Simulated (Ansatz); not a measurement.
Geometry relaxation, with input and output: Bi (part 1 of 2)

- system: Bi (2 atoms in the cell)
- method: DFT PBE+D3(BJ), scalar-relativistic, plane waves, PAW, no spin polarisation (Ansatz 0.2.0)

The structure was built on a prototype by a generator; it need not be a known phase.

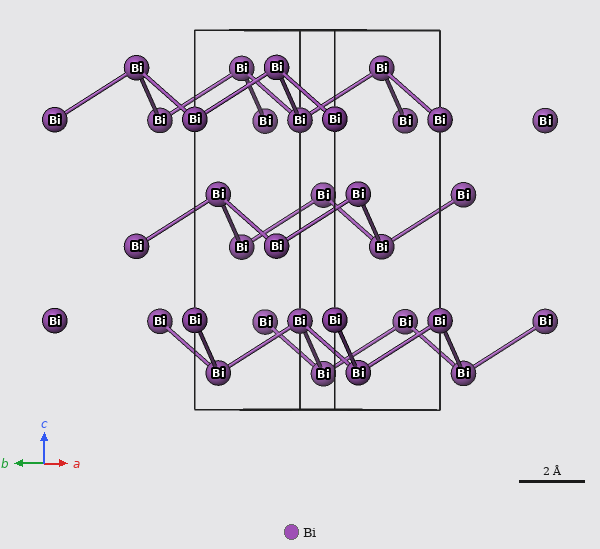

Fig. 1: The starting structure (ball-and-stick view of the cell 3 times as large as that of the calculation, set on its symmetry axes, repeated 2 × 2 × 1, seen at an oblique angle). Near neighbours in the crystal (not all of them lie inside the picture): Bi has 3 Bi at 3.07 Å.

Summary:

| quantity | value |
| --- | --- |
| outcome | converged |
| space group (tolerance 0.01 Å) | R-3m (166) |
| electrons treated | 30 |
| free energy | −24793.9980 eV |
| Fermi energy | 9.968 eV |
| gap on the k-point mesh | none (metallic) |
| pressure | 0.00 GPa |
| final volume | 69.16 Å³ |
| largest force (length of the vector) at the end | 0.001 eV/Å |
| final cell | a = 4.685 Å, b = 4.685 Å, c = 4.685 Å, α = 57.86°, β = 57.86°, γ = 57.86° |
| hardware | 8 threads of Intel Xeon (Emerald Rapids), 450 GiB of memory available, shared host |
| wall time | 12 s (CPU time 80 s) |
| peak memory | 0.7 GiB |

Remarks:

Spin–orbit coupling is left out, which matters for Bi.

The input:
```yaml
crystal:
  lattice:
    - [2.2636646443, 1.3069273917, 3.9284264981]
    - [-2.2636646443, 1.3069273917, 3.9284264981]
    - [0.0, -2.6138547835, 3.9284264981]
  atoms:
    - { symbol: Bi, position: [0.2353056439, 0.2353056439, 0.2353056439] }
    - { symbol: Bi, position: [0.7646943561, 0.7646943561, 0.7646943561] }
basis:
  ecutwfc: 420
kpoints:
  mp_grid: { grid: [12, 12, 12] }
hamiltonian:
  xc: pbe
  dispersion: d3bj
scf:
  occupations: { method: gaussian, width: 0.1 }
output:
  forces: true
  stress: true
  eigenvalues: true
  write_density: true
  write_potential: true
  elf: true
  volumetric_format: npy
relax:
  adjacent_minimum: "off"
  f_tol: 0.005
  max_steps: 80
  cell: { stress_tol: 0.05 }
```

Run as:
```bash
ansatz run input.yaml --threads 8 --pin off --max-ram 14336MiB --backend cpu --events-out ev --progress --plain --runs-dir out
```

Log:
```
Engine: ansatz 0.2.0, x86_64-unknown-linux-gnu
Pseudopotentials: kind: paw
Pseudopotential: Bi, paw, valence charge 15, recommended cutoff 420 eV (normal), Bi.paw.azcp
Functional definition: PBE
  parameter kappa = 0.804
  parameter beta = 0.06672455060314922
  exchange = pbe_x(kappa = kappa, mu = beta*pi^2/3)
  correlation = pbe_c(beta = beta)
Crystal: 2 atoms, lattice volume = 69.732 Å³
Basis set: ecut = 420 eV, 1333 PW (Γ), exchange–correlation on 64×64×64 points (8 copies of the dense FFT grid, shifted against one another)
Bands: 19, of which v1, the nominal top of the filled ones, is band 15 counted from 1 (14 counted from 0)
Symmetry: 12 space group operations
Space group: R-3m (ITA 166), of the structure as read, at distance tolerance 4.1e-5 Å
k-points: 189 of 1728
Non-local potential: Bi, projectors of the file, l = 0: 2, l = 1: 2, l = 2: 2, l = 3: 2
PAW form: soft (Blöchl's): semilocal exchange-correlation on the pseudo side does not see the compensation charge
PAW one-centre angular grid: Bi, 590 points (default); XC on 64 Gauss nodes
Initial density: superposition of atomic densities (neutral atoms: chi_scale 0, normalization atom), corrected by the library's trained network
Initial wavefunctions: pseudopotential atomic-orbital guess
Functional: x = pbe(κ = 0.804, μ = 0.2195149727645171), c = pbe(β = 0.06672455060314922)
SCF iter   1: F=—  HF=-24793.996275 eV  |F-HF|=—  |Δ(HF+E_count)|=         —  Δρ=1.41e-3  dr2=1.34e-3  ethr=1.77e-3  ⟨swp⟩=6.0  Hψ=17473  notcnv=0
preconditioner: auto → Kerker (q_TF=auto, 2.370 Å⁻¹)  [metal: Δε(μ)=0.096 eV  Ē_g=20.361 eV  σ=0.100 eV  W_gap=0.43  n_scr=14 (ndim 8)  ℏωp=24.4 eV  f_vac=0.002  D(μ)=0.23/eV (n_scr^D=0)]
SCF iter   2: F=—  HF=-24793.995351 eV  |F-HF|=—  |Δ(HF+E_count)|=   9.24e-4  Δρ=8.57e-4  dr2=4.22e-4  ethr=4.46e-6  ⟨swp⟩=2.3  Hψ=7985  notcnv=0
SCF iter   3: F=—  HF=-24793.995462 eV  |F-HF|=—  |Δ(HF+E_count)|=   1.11e-4  Δρ=2.74e-4  dr2=3.71e-5  ethr=1.41e-6  ⟨swp⟩=2.0  Hψ=6428  notcnv=0
SCF iter   4: F=—  HF=-24793.995461 eV  |F-HF|=—  |Δ(HF+E_count)|=   1.15e-6  Δρ=1.20e-4  dr2=9.82e-6  ethr=1.24e-7  ⟨swp⟩=3.0  Hψ=6776  notcnv=0
SCF iter   5: F=—  HF=-24793.995463 eV  |F-HF|=—  |Δ(HF+E_count)|=   2.56e-6  Δρ=3.21e-5  dr2=1.23e-6  ethr=3.27e-8  ⟨swp⟩=2.0  Hψ=6428  notcnv=0
SCF iter   6: F=-24793.995463 eV  HF=-24793.995463 eV  |F-HF|=2.00e-8  |Δ(HF+E_count)|=   1.37e-7  Δρ=8.69e-6  dr2=9.27e-8  ethr=3.33e-10  ⟨swp⟩=8.0  Hψ=25339  notcnv=0
SCF 1 converged in 6 iterations: F = -24793.995463 eV  dr2 = 9.27e-8
  greatest PAW one-centre occupation: 0.987 electrons in one spin orbital (limit 2), on the Bi atom at site 1 (counted from 0), in its partial waves of l = 2
relax step   1: F+E_penalty+E_count = -24793.99546328 eV  Δ(F+E_penalty+E_count) = +0.000e0 eV  max|allowed force component| = 1.152e-1 eV/Å  Δτ_max = 0.0000 Å  P = +0.039 GPa  Ω = 69.732 Å³  (6 SCF iters, dr2 threshold 1.00e-7 eV, accepted)
Crystal: 2 atoms, lattice volume = 69.651 Å³
Initial density: handed on by an earlier stage of this run
Initial wavefunctions: those handed on with the density
iter 1 solved again at ethr=7.58e-7 eV; its pass at ethr=3.10e-3 eV (dr2=2.27e-4 eV) is discarded
SCF iter   1: F=—  HF=-24793.997054 eV  |F-HF|=—  |Δ(HF+E_count)|=         —  Δρ=6.83e-4  dr2=2.60e-4  ethr=7.58e-7  ⟨swp⟩=3.0  Hψ=19960  notcnv=0
preconditioner: auto → Kerker (q_TF=auto, 2.371 Å⁻¹)  [metal: Δε(μ)=0.096 eV  Ē_g=20.350 eV  σ=0.100 eV  W_gap=0.48  n_scr=14 (ndim 8)  ℏωp=24.4 eV  f_vac=0.002  D(μ)=0.25/eV (n_scr^D=0)]
SCF iter   2: F=—  HF=-24793.997030 eV  |F-HF|=—  |Δ(HF+E_count)|=   2.38e-5  Δρ=4.22e-4  dr2=1.04e-4  ethr=7.58e-7  ⟨swp⟩=1.0  Hψ=3591  notcnv=0
SCF iter   3: F=—  HF=-24793.997017 eV  |F-HF|=—  |Δ(HF+E_count)|=   1.29e-5  Δρ=6.00e-5  dr2=3.73e-6  ethr=3.48e-7  ⟨swp⟩=3.0  Hψ=6441  notcnv=0
SCF iter   4: F=—  HF=-24793.997018 eV  |F-HF|=—  |Δ(HF+E_count)|=   3.77e-7  Δρ=1.78e-5  dr2=4.14e-7  ethr=1.24e-8  ⟨swp⟩=2.6  Hψ=4469  notcnv=0
SCF iter   5: F=-24793.997018 eV  HF=-24793.997018 eV  |F-HF|=3.61e-8  |Δ(HF+E_count)|=   1.65e-7  Δρ=6.41e-6  dr2=4.44e-8  ethr=6.67e-10  ⟨swp⟩=11.3  Hψ=28040  notcnv=0
SCF 2 converged in 5 iterations: F = -24793.997018 eV  dr2 = 4.44e-8
relax step   2: F+E_penalty+E_count = -24793.99701805 eV  Δ(F+E_penalty+E_count) = -1.555e-3 eV  max|allowed force component| = 3.655e-2 eV/Å  Δτ_max = 0.0196 Å  P = -0.275 GPa  Ω = 69.651 Å³  energy of the carried Pulay correction = +1.508e-5 eV  (5 SCF iters, dr2 threshold 2.00e-7 eV, accepted)
Crystal: 2 atoms, lattice volume = 69.362 Å³
iter 1 solved again at ethr=1.59e-7 eV; its pass at ethr=3.10e-3 eV (dr2=4.76e-5 eV) is discarded
SCF iter   1: F=—  HF=-24793.997760 eV  |F-HF|=—  |Δ(HF+E_count)|=         —  Δρ=1.19e-4  dr2=1.23e-5  ethr=1.59e-7  ⟨swp⟩=3.0  Hψ=23309  notcnv=0
preconditioner: auto → Kerker (q_TF=auto, 2.373 Å⁻¹)  [metal: Δε(μ)=0.100 eV  Ē_g=20.373 eV  σ=0.100 eV  W_gap=0.48  n_scr=14 (ndim 8)  ℏωp=24.4 eV  f_vac=0.001  D(μ)=0.24/eV (n_scr^D=0)]
SCF iter   2: F=—  HF=-24793.997761 eV  |F-HF|=—  |Δ(HF+E_count)|=   3.28e-7  Δρ=7.90e-5  dr2=6.29e-6  ethr=4.09e-8  ⟨swp⟩=1.0  Hψ=3591  notcnv=0
SCF iter   3: F=—  HF=-24793.997760 eV  |F-HF|=—  |Δ(HF+E_count)|=   7.95e-7  Δρ=1.46e-5  dr2=2.22e-7  ethr=2.10e-8  ⟨swp⟩=2.0  Hψ=4207  notcnv=0
SCF iter   4: F=-24793.997760 eV  HF=-24793.997760 eV  |F-HF|=1.37e-8  |Δ(HF+E_count)|=   7.02e-8  Δρ=4.37e-6  dr2=1.46e-8  ethr=6.67e-10  ⟨swp⟩=10.5  Hψ=26706  notcnv=0
SCF 3 converged in 4 iterations: F = -24793.997760 eV  dr2 = 1.46e-8
relax step   3: F+E_penalty+E_count = -24793.99776003 eV  Δ(F+E_penalty+E_count) = -7.420e-4 eV  max|allowed force component| = 1.775e-3 eV/Å  Δτ_max = 0.0015 Å  P = -0.060 GPa  Ω = 69.362 Å³  energy of the carried Pulay correction = +6.926e-5 eV  (4 SCF iters, dr2 threshold 2.00e-7 eV, accepted)
Crystal: 2 atoms, lattice volume = 69.172 Å³
iter 1 solved again at ethr=2.14e-7 eV; its pass at ethr=3.10e-3 eV (dr2=6.43e-5 eV) is discarded
SCF iter   1: F=—  HF=-24793.998039 eV  |F-HF|=—  |Δ(HF+E_count)|=         —  Δρ=1.30e-4  dr2=1.18e-5  ethr=2.14e-7  ⟨swp⟩=3.0  Hψ=23404  notcnv=0
preconditioner: auto → Kerker (q_TF=auto, 2.374 Å⁻¹)  [metal: Δε(μ)=0.105 eV  Ē_g=20.381 eV  σ=0.100 eV  W_gap=0.48  n_scr=14 (ndim 8)  ℏωp=24.5 eV  f_vac=0.001  D(μ)=0.23/eV (n_scr^D=0)]
SCF iter   2: F=—  HF=-24793.998040 eV  |F-HF|=—  |Δ(HF+E_count)|=   1.11e-6  Δρ=8.37e-5  dr2=6.07e-6  ethr=3.93e-8  ⟨swp⟩=1.0  Hψ=3591  notcnv=0
SCF iter   3: F=—  HF=-24793.998040 eV  |F-HF|=—  |Δ(HF+E_count)|=   2.43e-7  Δρ=1.37e-5  dr2=2.59e-7  ethr=2.02e-8  ⟨swp⟩=2.0  Hψ=4171  notcnv=0
SCF iter   4: F=-24793.998040 eV  HF=-24793.998040 eV  |F-HF|=8.66e-9  |Δ(HF+E_count)|=   1.55e-9  Δρ=4.27e-6  dr2=1.46e-8  ethr=3.13e-10  ⟨swp⟩=10.6  Hψ=26691  notcnv=0
SCF 4 converged in 4 iterations: F = -24793.998040 eV  dr2 = 1.46e-8
relax step   4: F+E_penalty+E_count = -24793.99804024 eV  Δ(F+E_penalty+E_count) = -2.802e-4 eV  max|allowed force component| = 7.409e-3 eV/Å  Δτ_max = 0.0015 Å  P = +0.027 GPa  Ω = 69.172 Å³  energy of the carried Pulay correction = +1.049e-4 eV  (4 SCF iters, dr2 threshold 9.39e-8 eV, accepted)
Crystal: 2 atoms, lattice volume = 69.163 Å³
iter 1 solved again at ethr=2.47e-8 eV; its pass at ethr=3.10e-3 eV (dr2=7.40e-6 eV) is discarded
SCF iter   1: F=—  HF=-24793.998053 eV  |F-HF|=—  |Δ(HF+E_count)|=         —  Δρ=6.78e-5  dr2=2.53e-6  ethr=2.47e-8  ⟨swp⟩=3.0  Hψ=22918  notcnv=0
preconditioner: auto → Kerker (q_TF=auto, 2.374 Å⁻¹)  [metal: Δε(μ)=0.107 eV  Ē_g=20.381 eV  σ=0.100 eV  W_gap=0.48  n_scr=14 (ndim 8)  ℏωp=24.5 eV  f_vac=0.001  D(μ)=0.23/eV (n_scr^D=0)]
SCF iter   2: F=—  HF=-24793.998068 eV  |F-HF|=—  |Δ(HF+E_count)|=   1.43e-5  Δρ=4.25e-5  dr2=1.13e-6  ethr=8.43e-9  ⟨swp⟩=1.0  Hψ=3591  notcnv=0
SCF iter   3: F=—  HF=-24793.998068 eV  |F-HF|=—  |Δ(HF+E_count)|=   9.93e-9  Δρ=6.85e-6  dr2=7.14e-8  ethr=3.78e-9  ⟨swp⟩=2.0  Hψ=5334  notcnv=0
SCF iter   4: F=—  HF=-24793.998068 eV  |F-HF|=—  |Δ(HF+E_count)|=   4.47e-9  Δρ=2.16e-6  dr2=4.70e-9  ethr=2.38e-10  ⟨swp⟩=2.0  Hψ=4490  notcnv=0
SCF iter   5: F=-24793.998068 eV  HF=-24793.998068 eV  |F-HF|=2.91e-10  |Δ(HF+E_count)|=   1.28e-9  Δρ=6.14e-7  dr2=3.81e-10  ethr=1.14e-11  ⟨swp⟩=8.6  Hψ=22117  notcnv=0
SCF 5 converged in 5 iterations: F = -24793.998068 eV  dr2 = 3.81e-10
relax step   5: F+E_penalty+E_count = -24793.99806758 eV  Δ(F+E_penalty+E_count) = -2.734e-5 eV  max|allowed force component| = 6.932e-4 eV/Å  Δτ_max = 0.0015 Å  P = -0.001 GPa  Ω = 69.163 Å³  energy of the carried Pulay correction = +1.066e-4 eV  (5 SCF iters, dr2 threshold 3.43e-9 eV, accepted)
Initial wavefunctions: pseudopotential atomic-orbital guess (no wavefunctions were taken with the density)
iter 1 solved again at ethr=1.69e-7 eV; its pass at ethr=3.10e-3 eV (dr2=5.08e-5 eV) is discarded
SCF iter   1: F=—  HF=-24793.997947 eV  |F-HF|=—  |Δ(HF+E_count)|=         —  Δρ=2.33e-5  dr2=3.15e-8  ethr=1.69e-7  ⟨swp⟩=3.9  Hψ=27989  notcnv=0
preconditioner: auto → Kerker (q_TF=auto, 2.374 Å⁻¹)  [metal: Δε(μ)=0.107 eV  Ē_g=20.382 eV  σ=0.100 eV  W_gap=0.48  n_scr=14 (ndim 8)  ℏωp=24.5 eV  f_vac=0.001  D(μ)=0.23/eV (n_scr^D=0)]
SCF iter   2: F=—  HF=-24793.997957 eV  |F-HF|=—  |Δ(HF+E_count)|=   9.31e-6  Δρ=1.19e-5  dr2=7.98e-9  ethr=1.05e-10  ⟨swp⟩=2.7  Hψ=6755  notcnv=0
SCF iter   3: F=—  HF=-24793.997958 eV  |F-HF|=—  |Δ(HF+E_count)|=   8.44e-7  Δρ=9.78e-7  dr2=1.37e-10  ethr=2.66e-11  ⟨swp⟩=2.3  Hψ=5233  notcnv=0
SCF iter   4: F=—  HF=-24793.997958 eV  |F-HF|=—  |Δ(HF+E_count)|=   2.96e-9  Δρ=1.78e-7  dr2=2.24e-11  ethr=1.00e-12  ⟨swp⟩=8.8  Hψ=22695  notcnv=0
SCF iter   5: F=-24793.997958 eV  HF=-24793.997958 eV  |F-HF|=2.18e-11  |Δ(HF+E_count)|=  2.04e-10  Δρ=4.83e-8  dr2=2.61e-12  ethr=1.00e-12  ⟨swp⟩=6.0  Hψ=16127  notcnv=0
SCF 6 converged in 5 iterations: F = -24793.997958 eV  dr2 = 2.61e-12
relax step   6: F+E_penalty+E_count = -24793.99795764 eV  Δ(F+E_penalty+E_count) = +1.099e-4 eV  max|allowed force component| = 6.964e-4 eV/Å  Δτ_max = 0.0000 Å  P = +0.000 GPa  Ω = 69.163 Å³  stress off target by 6.81e-3 GPa  SCF on the basis re-selected at this cell (its energy is not comparable with the rows above)  (5 SCF iters)
```

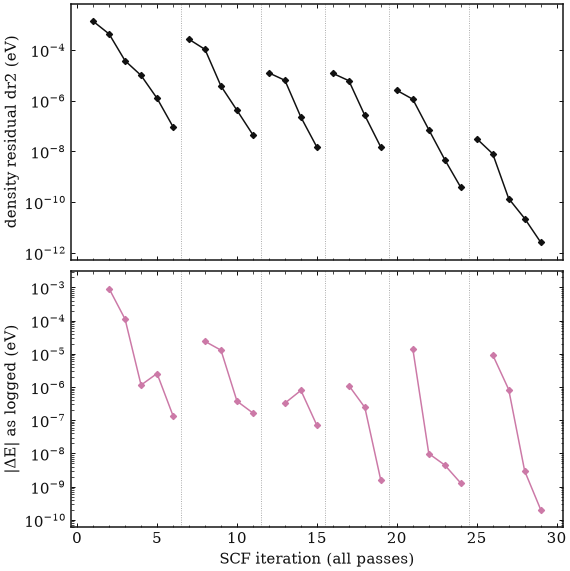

Fig. 2: Convergence of the self-consistent field: density residual dr2 and size of the energy change against the SCF iteration. The dotted lines part the SCF passes of the relaxation: geometry steps, rejected trials and re-solves on a re-selected basis. The 6 passes take 4 to 6 iterations each, 29 in all.
